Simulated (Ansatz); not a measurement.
Consider Al$_{6}$N.

Input file:

```
crystal:
  lattice:
    - [2.8930108655, 0.0, 0.0]
    - [-1.4465054328, 2.505420903, 0.0]
    - [0.0, 0.0, 13.8627958608]
  atoms:
    - { symbol: Al, position: [0.3333333333, 0.6666666667, 0.0873375006] }
    - { symbol: Al, position: [0.6666666667, 0.3333333333, 0.9126624994] }
    - { symbol: Al, position: [0.6666666667, 0.3333333333, 0.4161411815] }
    - { symbol: Al, position: [0.3333333333, 0.6666666667, 0.5838588185] }
    - { symbol: Al, position: [0.0, 0.0, 0.7474711848] }
    - { symbol: Al, position: [0.0, 0.0, 0.2525288152] }
    - { symbol: "N", position: [0.0, 0.0, 0.0] }
basis:
  ecutwfc: 420
kpoints:
  mp_grid: { grid: [12, 12, 4] }
  band_path:
    path:
      - [[0.0, 0.0, 0.0], [0.5, 0.0, 0.0], [0.33333333, 0.33333333, 0.0], [0.0, 0.0, 0.0], [0.0, 0.0, 0.5], [0.5, 0.0, 0.5], [0.33333333, 0.33333333, 0.5], [0.0, 0.0, 0.5]]
      - [[0.5, 0.0, 0.5], [0.5, 0.0, 0.0]]
      - [[0.33333333, 0.33333333, 0.5], [0.33333333, 0.33333333, 0.0]]
    npoints: 14
hamiltonian:
  xc: pbe
scf:
  occupations: { method: gaussian, width: 0.1 }
  n_extra_bands: 17
output:
  forces: true
  stress: true
  eigenvalues: true
  populations: true
  dos: { projected: true, de: 0.02, nscf_kmesh: { grid: [15, 15, 5] } }
  bader: true
  write_density: true
  write_potential: true
  elf: true
  volumetric_format: npy
```

Run with:

```sh
ansatz run input.yaml --threads 1 --pin off --max-ram 2560MiB --backend cpu --events-out ev --progress --plain --runs-dir out
```

Below, planes, directions and counts refer to the conventional cell (a = 2.89 Å, b = 2.89 Å, c = 13.86 Å, α = 90.00°, β = 90.00°, γ = 120.00°).

Space group P-3m1; a generated structure, not necessarily the stable one; computed without spin polarisation.

The calculation used Ansatz, DFT PBE, scalar-relativistic, plane waves, PAW.

**What will maps of the valence pseudo-density and electron localisation function show?**

Al–N (2.06 Å): ρ is about 0.48 e/Å³ halfway; the ELF peaks at about 0.85 in the valence shell of N, 0.7 Å from its nucleus, and is about 0.75 at the midpoint.
Bader's partition of the density gives Al 0.00 to +1.27 and N −2.65 e.

**Does the calculation make it a metal, or give it a gap?**

It is gapless in this calculation (a metal or semimetal).

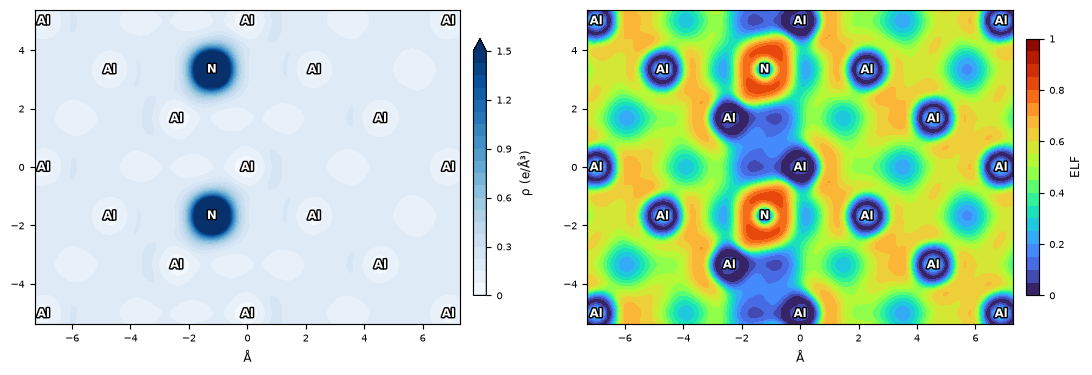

Computed valence pseudo-density and electron localisation function on the (110) plane of the conventional cell, in this order. 

The density is the valence pseudo-density of a PAW calculation; it isn't the true density close to the nuclei.
